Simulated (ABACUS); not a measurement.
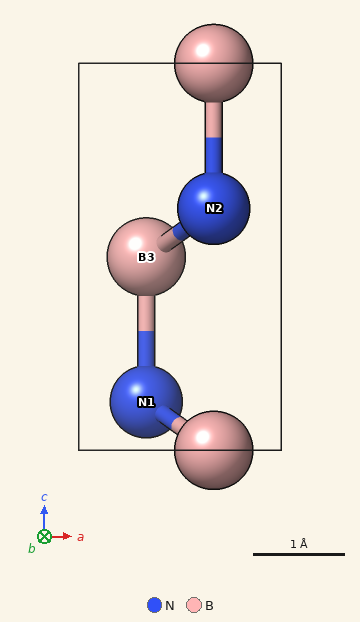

**Figure 1.** The structure (ball-and-stick view of the cell of the calculation, along the b axis; atoms are numbered from 1 in the order of the input).

**Single-point calculation at one volume of an equation of state, with input and output: BN (part 1 of 2)**

The run: single-point calculation at one volume of an equation of state of BN (P6₃mc, 4 atoms in the cell). Method and program: Kohn-Sham DFT of a periodic cell, PBE, PseudoDojo NC SR 0.4.1 PBE standard, no spin polarisation (ABACUS 3.10.1).

The structure derives from a Materials Project entry. It belongs to a series of runs on one base structure; here: volume scaled by 1.02.

**What the program printed**
```
ABACUS v3.10.1

               Atomic-orbital Based Ab-initio Computation at UStc

 ------------------------------------------------------------------------------------

 READING GENERAL INFORMATION
                           global_out_dir = OUT.BN/
                           global_in_card = INPUT
                               pseudo_dir = ./
                              orbital_dir = ./
                                    DSIZE = 4
                                    GSIZE = 1

 READING UNITCELL INFORMATION
                                    ntype = 2
                  lattice constant (Bohr) = 1.88973
              lattice constant (Angstrom) = 1

 READING ATOM TYPE 1
                               atom label = N
                      L=0, number of zeta = 2
                      L=1, number of zeta = 2
                      L=2, number of zeta = 1
             number of atom for this type = 2

 READING ATOM TYPE 2
                               atom label = B
                      L=0, number of zeta = 2
                      L=1, number of zeta = 2
                      L=2, number of zeta = 1
             number of atom for this type = 2

                        TOTAL ATOM NUMBER = 4
DIRECT COORDINATES
    atom                   x                   y                   z     mag                  vx                  vy                  vz
taud_N1            0.3333333333        0.6666666667        0.1252760000  0.0000        0.0000000000        0.0000000000        0.0000000000
taud_N2            0.6666666667        0.3333333333        0.6252760000  0.0000        0.0000000000        0.0000000000        0.0000000000
taud_B1            0.3333333333        0.6666666667        0.4997240000  0.0000        0.0000000000        0.0000000000        0.0000000000
taud_B2            0.6666666667        0.3333333333        0.9997240000  0.0000        0.0000000000        0.0000000000        0.0000000000

                          Volume (Bohr^3) = 164.349
                             Volume (A^3) = 24.3539

 Lattice vectors: (Cartesian coordinate: in unit of a_0)
             +2.57085                  +0                  +0
             -1.28543            +2.22642                  +0
                   +0                  +0            +4.25485
 Reciprocal vectors: (Cartesian coordinate: in unit of 2 pi/a_0)
            +0.388976           +0.224575                  -0
                   -0           +0.449151                  -0
                   +0                  -0           +0.235026
 The esolver type has been set to : ksdft_lcao

                PAO radial cut off (Bohr) = 10

 Read in pseudopotential file is N.upf
                     pseudopotential type = NC
          exchange-correlation functional = PBE
                 nonlocal core correction = 1
                        valence electrons = 5
                                     lmax = 1
                           number of zeta = 2
                     number of projectors = 4
                           L of projector = 0
                           L of projector = 0
                           L of projector = 1
                           L of projector = 1
                PAO radial cut off (Bohr) = 10

 Read in pseudopotential file is B.upf
                     pseudopotential type = NC
          exchange-correlation functional = PBE
                 nonlocal core correction = 1
                        valence electrons = 3
                                     lmax = 1
                           number of zeta = 2
                     number of projectors = 4
                           L of projector = 0
                           L of projector = 0
                           L of projector = 1
                           L of projector = 1
     initial pseudo atomic orbital number = 16

 SETUP THE ELECTRONS NUMBER
             electron number of element N = 5
       total electron number of element N = 10
             electron number of element B = 3
       total electron number of element B = 6
            AUTOSET number of electrons:  = 16
                           occupied bands = 8
                                   NLOCAL = 52
                                   NBANDS = 12
                                   NBANDS = 12
                                   NLOCAL = 52

 SETUP THE PLANE WAVE BASIS
 energy cutoff for charge/potential (unit:Ry) = 400
            fft grid for charge/potential = [ 32, 32, 54 ]
                        fft grid division = [ 4, 4, 2 ]
        big fft grid for charge/potential = [ 8, 8, 27 ]
                                     nbxx = 448
                                     nrxx = 14336

 SETUP PLANE WAVES FOR CHARGE/POTENTIAL
                    number of plane waves = 22251
                         number of sticks = 649

 PARALLEL PW FOR CHARGE/POTENTIAL
     PROC   COLUMNS(POT)             PW
        1            163           5567
        2            162           5560
        3            162           5564
        4            162           5560
 --------------- sum -------------------
        4            649          22251
                            number of |g| = 1061
                                  max |g| = 36.166
                                  min |g| = 0

----------- Double Check Mixing Parameters Begin ------------
mixing_type: broyden
mixing_beta: 0.7
mixing_gg0: 1
mixing_gg0_min: 0.1
mixing_ndim: 8
----------- Double Check Mixing Parameters End ------------

 LATTICE VECTORS: (CARTESIAN COORDINATE: IN UNIT OF A0)
             +2.57085                  +0                  +0
             -1.28543            +2.22642                  +0
                   +0                  +0            +4.25485
                       right hand lattice = 1
                                   NORM_A = 2.57085
                                   NORM_B = 2.57085
                                   NORM_C = 4.25485
                           ALPHA (DEGREE) = 90
                           BETA  (DEGREE) = 90
                           GAMMA (DEGREE) = 120

 The lattice vectors have been changed (STRU_SIMPLE.cif)

(for optimal symmetric configuration:)
                             BRAVAIS TYPE = 4
                     BRAVAIS LATTICE NAME = 04. Hexagonal cell
                                    ibrav = 4
                                    IBRAV = 4
                                  BRAVAIS = HEXAGONAL CELL
                       LATTICE CONSTANT A = 2.57085
                                C/A RATIO = 1.65503
Original cell was already a primitive cell.
                        ROTATION MATRICES = 24
              PURE POINT GROUP OPERATIONS = 6
                   SPACE GROUP OPERATIONS = 12
                                       C2 = 0
                                       C3 = 2
                                       C4 = 0
                                       C6 = 0
                                       S1 = 3
                                       S3 = 0
                                       S4 = 0
                                       S6 = 0
                              POINT GROUP = C_3v
                                       C2 = 1
                                       C3 = 2
                                       C4 = 0
                                       C6 = 2
                                       S1 = 6
                                       S3 = 0
                                       S4 = 0
                                       S6 = 0
               POINT GROUP IN SPACE GROUP = C_6v

 SETUP K-POINTS
                                    nspin = 1
                   Input type of k points = Monkhorst-Pack(Gamma)
                                   nkstot = 864
                       right hand lattice = 1
(for reciprocal lattice: )
                             BRAVAIS TYPE = 4
                     BRAVAIS LATTICE NAME = 04. Hexagonal cell
                                    ibrav = 4
                       right hand lattice = 1
(for k-lattice: )
                             BRAVAIS TYPE = 4
                     BRAVAIS LATTICE NAME = 04. Hexagonal cell
                                    ibrav = 4
                       right hand lattice = 1
                        ROTATION MATRICES = 24
                               nkstot_ibz = 76
K-POINTS REDUCTION ACCORDING TO SYMMETRY
     IBZ    DIRECT_X    DIRECT_Y    DIRECT_Z  WEIGHT  ibz2bz
       1  0.00000000  0.00000000  0.00000000  0.0012       0
       2 -0.08333333  0.08333333  0.00000000  0.0069       1
       3 -0.16666667  0.16666667  0.00000000  0.0069       2
       4 -0.25000000  0.25000000  0.00000000  0.0069       3
       5 -0.33333333  0.33333333  0.00000000  0.0069       4
       6 -0.41666667  0.41666667  0.00000000  0.0069       5
       7  0.50000000  0.50000000  0.00000000  0.0035       6
       8 -0.08333333  0.16666667  0.00000000  0.0069      13
       9 -0.16666667  0.25000000  0.00000000  0.0139      14
      10 -0.25000000  0.33333333  0.00000000  0.0139      15
      11 -0.33333333  0.41666667  0.00000000  0.0139      16
      12  0.50000000  0.41666667  0.00000000  0.0139      17
      13 -0.16666667  0.33333333  0.00000000  0.0069      26
      14 -0.25000000  0.41666667  0.00000000  0.0139      27
      15  0.50000000  0.33333333  0.00000000  0.0139      28
      16  0.41666667  0.41666667  0.00000000  0.0069      29
      17  0.50000000  0.25000000  0.00000000  0.0069      39
      18  0.41666667  0.33333333  0.00000000  0.0139      40
      19  0.33333333  0.33333333  0.00000000  0.0023      52
      20  0.00000000  0.00000000  0.16666667  0.0023     144
      21 -0.08333333  0.08333333  0.16666667  0.0139     145
      22 -0.16666667  0.16666667  0.16666667  0.0139     146
      23 -0.25000000  0.25000000  0.16666667  0.0139     147
      24 -0.33333333  0.33333333  0.16666667  0.0139     148
      25 -0.41666667  0.41666667  0.16666667  0.0139     149
      26  0.50000000  0.50000000  0.16666667  0.0069     150
      27 -0.08333333  0.16666667  0.16666667  0.0139     157
      28 -0.16666667  0.25000000  0.16666667  0.0278     158
      29 -0.25000000  0.33333333  0.16666667  0.0278     159
      30 -0.33333333  0.41666667  0.16666667  0.0278     160
[... 46 further k points ...]

                               nkstot now = 76
[... K-POINTS DIRECT COORDINATES: 76 rows ...]

           k-point number in this process = 76
       minimum distributed K point number = 76
[... stars of the k points ...]

[... K-POINTS CARTESIAN COORDINATES: 76 rows ...]

[... K-POINTS DIRECT COORDINATES: 76 rows ...]

 SETUP PLANE WAVES FOR WAVE FUNCTIONS
     energy cutoff for wavefunc (unit:Ry) = 100
              fft grid for wave functions = [ 32, 32, 54 ]
                    number of plane waves = 4019
                         number of sticks = 211

 PARALLEL PW FOR WAVE FUNCTIONS
     PROC   COLUMNS(POT)             PW
        1             54           1006
        2             52           1004
        3             52           1004
        4             53           1005
 --------------- sum -------------------
        4            211           4019

 SET NONLOCAL PSEUDOPOTENTIAL PROJECTORS
 SET NONLOCAL PSEUDOPOTENTIAL PROJECTORS
 max number of nonlocal projetors among all species is 4

 -------------------------------------------
 SELF-CONSISTENT
 -------------------------------------------

 SETUP SEARCHING RADIUS FOR PROGRAM TO SEARCH ADJACENT ATOMS
                  longest orb rcut (Bohr) = 7
   longest nonlocal projector rcut (Bohr) = 1.38
                     search radius (Bohr) = 16.8
              searching radius is (Bohr)) = 16.8
         searching radius unit is (Bohr)) = 1.89
                         PeriodicBoundary = 1
                        Radius(unit:lat0) = 8.87
                                   glayer = [ 5, 5, 4 ]
                             glayer_minus = [ 4, 4, 3 ]

Find the coordinate range of the input atom(unit:lat0).
                                  min_tau = [ -15.4, -8.16, -12.2 ]
                                  max_tau = [ 16.7, 10.4, 17 ]
                                BoxNumber = [ 9, 9, 7 ]

 SETUP EXTENDED REAL SPACE GRID FOR GRID INTEGRATION
                          real space grid = [ 32, 32, 54 ]
                 big cell numbers in grid = [ 8, 8, 27 ]
             meshcell numbers in big cell = [ 4, 4, 2 ]
                        extended fft grid = [ 14, 14, 24 ]
                dimension of extened grid = [ 37, 37, 76 ]
                            UnitCellTotal = 75
              Atom number in sub-FFT-grid = 4
    Local orbitals number in sub-FFT-grid = 52
                                ParaV.nnr = 43444
                                 init_chg = atomic

 LCAO ALGORITHM --------------- ION=   1  ELEC=   1--------------------------------

 Density error is 0.171683021092
----------------------------------------------------------
     Energy           Rydberg                 eV
----------------------------------------------------------
 E_KohnSham     -53.4612306519       -727.3773589584
 E_Harris       -51.4086086599       -699.4500040273
 E_Fermi        1.0947720803         14.8951383035
----------------------------------------------------------

 LCAO ALGORITHM --------------- ION=   1  ELEC=   2--------------------------------

 Density error is 0.0823278135818
----------------------------------------------------------
     Energy           Rydberg                 eV
----------------------------------------------------------
 E_KohnSham     -53.5514287887       -728.6045675673
 E_Harris       -54.4909624735       -741.3875791436
 E_Fermi        1.0498818611         14.2843755383
----------------------------------------------------------
```
